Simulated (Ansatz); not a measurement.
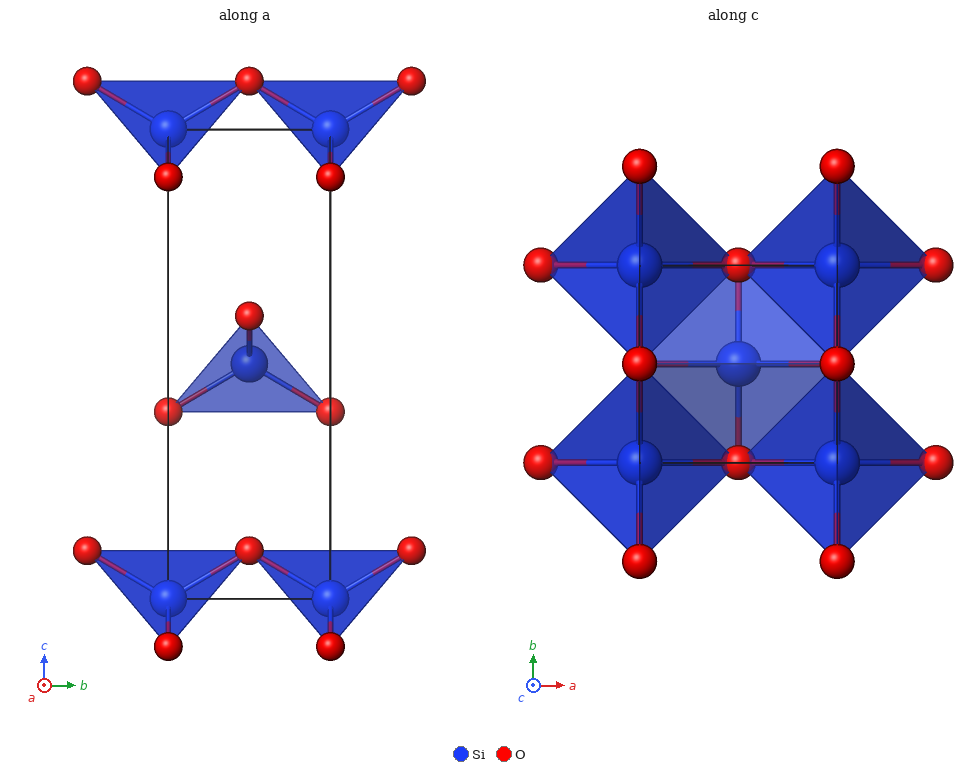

Shown here is a polyhedral view of the crystal, taken along the a axis and along the c axis. One conventional unit cell is framed, with atoms on its boundary repeated. Some atoms of the next cells are drawn as well.

SiO$_{2}$, space group P4_2/nmc (No. 137), a = 2.83 Å, b = 2.83 Å, c = 8.18 Å, α = 90.00°, β = 90.00°, γ = 90.00°.

Electronic-structure method: DFT r2SCAN, scalar-relativistic, plane waves, PAW (Ansatz 0.2.0). Parameters: 500 eV cutoff, k-points about 0.26 Å⁻¹ apart, Gaussian smearing of 0.02 eV, no spin polarisation.

**Is it conducting or gapped at this level?**

An insulator at this level, with a gap of 5.94 eV on the k-mesh (the true edges may lie between mesh points, so the gap can be somewhat smaller).

The structure comes from a structure listed in the Materials Project, with elements exchanged, so it need not be a known form of the compound. It is drawn as it came out of a relaxation with DFT r2SCAN, scalar-relativistic, plane waves, PAW (Ansatz).
